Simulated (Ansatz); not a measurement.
**HfN: 5 runs along one coordinate**

System: HfN (P6₃/mmc, 4 atoms in the cell).
Method: Kohn-Sham DFT of a periodic cell, LDA, Ansatz PAW, no spin polarisation (Ansatz 0.2.0).

The 5 runs differ only in the geometry, by an even scaling of the cell at fixed fractional positions. The structure derives from a Materials Project entry.

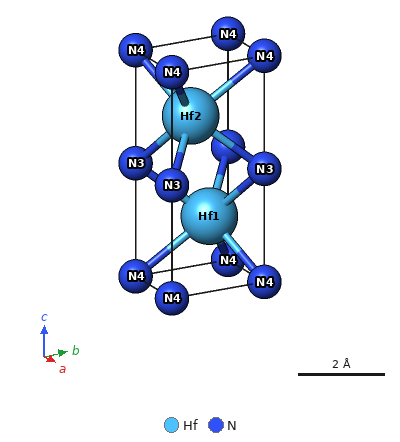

Figure 1. The structure of run 3 (ball-and-stick view of the cell of the calculation, seen slightly off an axis; atoms are numbered from 1 in the order of the input). An atom can appear more than once, as a periodic image.

**Input of run 3**
```yaml
crystal:
  lattice:
    - [3.1128744484, 0.0, 0.0]
    - [-1.5564372243, 2.6958283511, 0.0]
    - [0.0, 0.0, 5.3804124788]
  atoms:
    - { symbol: Hf, position: [0.3333333333, 0.6666666667, 0.25] }
    - { symbol: Hf, position: [0.6666666667, 0.3333333333, 0.75] }
    - { symbol: "N", position: [0.0, 0.0, 0.5] }
    - { symbol: "N", position: [0.0, 0.0, 0.0] }
hamiltonian:
  xc: lda
  pseudopotentials: { kind: paw }
kpoints:
  mp_grid: { grid: [10, 10, 5] }
scf:
  occupations: { method: fermi_dirac, width: 0.05 }
output:
  forces: true
  stress: true
  eigenvalues: true
```

Command:
```bash
ansatz run input.yaml --threads 2 --pin off --max-ram 5632MiB --backend cpu --events-out ev --progress --plain --runs-dir out
```

Run 4 differs from it as follows:
```diff
-    - [3.1128744484, 0.0, 0.0]
-    - [-1.5564372243, 2.6958283511, 0.0]
-    - [0.0, 0.0, 5.3804124788]
+    - [3.1751483831, 0.0, 0.0]
+    - [-1.5875741916, 2.7497591606, 0.0]
+    - [0.0, 0.0, 5.4880491538]
```

**Results, with one run withheld**

```csv
run,volume per atom (Å³),"free energy per atom, from the lowest run given (meV)",pressure (GPa)
1,10.827,8.42,9.28
2,11.057,0.00,2.54
3,11.288,0.78,−3.51
4,11.979,?,?
5,12.209,78.35,−22.14
```

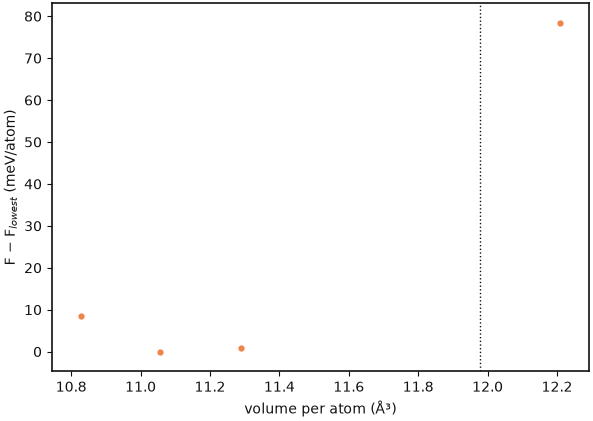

Figure 2. Free energy per atom of the runs given; the dotted line marks run 4.

Fit the runs given and predict run 4.

A quadratic polynomial in V^(−2/3) (the Birch–Murnaghan form), fitted to the 4 runs given, misses them by at most 0.03 meV per atom. With x = V^(−2/3) − 0.19829 Å⁻², it reads F = 1.6804 − 2352.1 x + 5.7412e+05 x² (meV per atom). At run 4 it gives 49.25 meV per atom, and the run itself gives 49.33. The slope of the fit gives a pressure −dF/dV of −18.25 GPa there, and the run prints −18.21 GPa. The fit has its minimum at 11.152 Å³ per atom, where V d²F/dV² gives 294 GPa. Cell shape and fractional positions are held, so this is the stiffness under even scaling; the relaxed bulk modulus wasn't computed.

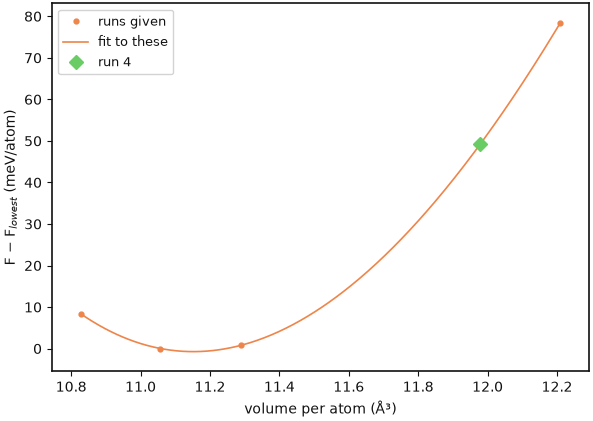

Figure 3. The fit and the withheld run.

**Output, shortened to warnings, some set-up lines, iterations and results (run 4)**
```
Basis set: ecut = 420 eV, 919 PW (Γ)
Symmetry: 24 space group operations
k-points: 42 of 500
Initial density: superposition of atomic densities (neutral atoms: chi_scale 0, normalization atom), corrected by the library's trained network
[...]
SCF iter   1: F=—  HF=-31708.981137 eV  |F-HF|=—  |Δ(HF+E_count)|=         —  Δρ=7.75e-3  dr2=2.38e-2  ethr=1.77e-3  ⟨swp⟩=5.0  Hψ=5037  notcnv=0  defer=9
SCF iter   2: F=—  HF=-31708.976310 eV  |F-HF|=—  |Δ(HF+E_count)|=   4.83e-3  Δρ=3.91e-3  dr2=4.98e-3  ethr=3.84e-5  ⟨swp⟩=2.5  Hψ=2904  notcnv=0  defer=40
SCF iter   3: F=—  HF=-31708.975334 eV  |F-HF|=—  |Δ(HF+E_count)|=   9.76e-4  Δρ=1.65e-3  dr2=1.35e-3  ethr=8.03e-6  ⟨swp⟩=2.0  Hψ=2173  notcnv=0  defer=40
SCF iter   4: F=—  HF=-31708.974808 eV  |F-HF|=—  |Δ(HF+E_count)|=   5.26e-4  Δρ=6.53e-4  dr2=2.40e-4  ethr=2.17e-6  ⟨swp⟩=2.0  Hψ=2825  notcnv=0  defer=40
SCF iter   5: F=—  HF=-31708.974739 eV  |F-HF|=—  |Δ(HF+E_count)|=   6.94e-5  Δρ=2.40e-4  dr2=2.71e-5  ethr=3.88e-7  ⟨swp⟩=2.0  Hψ=2497  notcnv=0  defer=40
SCF iter   6: F=—  HF=-31708.974725 eV  |F-HF|=—  |Δ(HF+E_count)|=   1.33e-5  Δρ=4.11e-5  dr2=5.76e-7  ethr=4.36e-8  ⟨swp⟩=2.0  Hψ=2618  notcnv=0  defer=40
SCF iter   7: F=-31708.974725 eV  HF=-31708.974725 eV  |F-HF|=4.34e-8  |Δ(HF+E_count)|=   1.15e-8  Δρ=8.71e-6  dr2=3.36e-8  ethr=1.61e-10  ⟨swp⟩=10.1  Hψ=8263  notcnv=0
SCF 1 converged in 7 iterations: F = -31708.974725 eV  dr2 = 3.36e-8
SCF converged after 7 iterations
Free energy (F): -31708.974725 eV
Harris-Foulkes:  -31708.974725 eV  (|F-HF|=4.34e-8)
Internal energy: -31708.961761 eV  (E = F + TS)
E sigma→0 (E₀):  -31708.968243 eV
Entropy (-TS):   -0.012964 eV (-3.241 meV/atom)
Fermi energy:    22.178030 eV
--- Per-component energies (eV) ---
  E_band       = 279.651178
  E_kinetic    = 1107.181616
  E_local      = -9693.190995  (includes V_loc(G=0)·N_el)
  E_nonlocal   = -2372.014766
  E_hartree    = 4565.469113
  E_xc         = -714.941045
  E_vxc        = -686.593898  (∫ρ·V_xc dr)
  E_paw        = -13605.876595  (= ΣΔE_a)
  E_vpaw       = 2793.334229  (= ΣTr[D̂ρ^β])
  E_aug_tail   = 0.000179  (compensation charges beyond the density's cutoff)
  E_ewald      = -11000.663841
  E_core_change = 5.074573  (= ΣΔE_core)
  E_smearing   = -0.012964  (= −TS)
  E_closure    = -0.000000  (closes the sum)
  Σ components = -31708.974725   (vs F -31708.974725, Δ=0.00e0)
--- Forces (eV/Å), atoms counted from 1 ---
  atom   1  Hf     0.00000000     0.00000000     0.00000000
  atom   2  Hf    -0.00000000    -0.00000000     0.00000000
  atom   3  N      0.00000000    -0.00000000     0.00000000
  atom   4  N      0.00000000    -0.00000000    -0.00000000
  max |Σ_I F_I| component: 9.25e-18 eV/Å
--- Stress (GPa, compression-positive) ---
      -17.977727      -0.000000       0.000000
        0.000000     -17.977727       0.000000
        0.000000       0.000000     -18.667427
  P = ⅓ Tr σ = -18.2076 GPa (-182.076 kbar)
```

Notes: Spin–orbit coupling is left out, which matters for Hf.
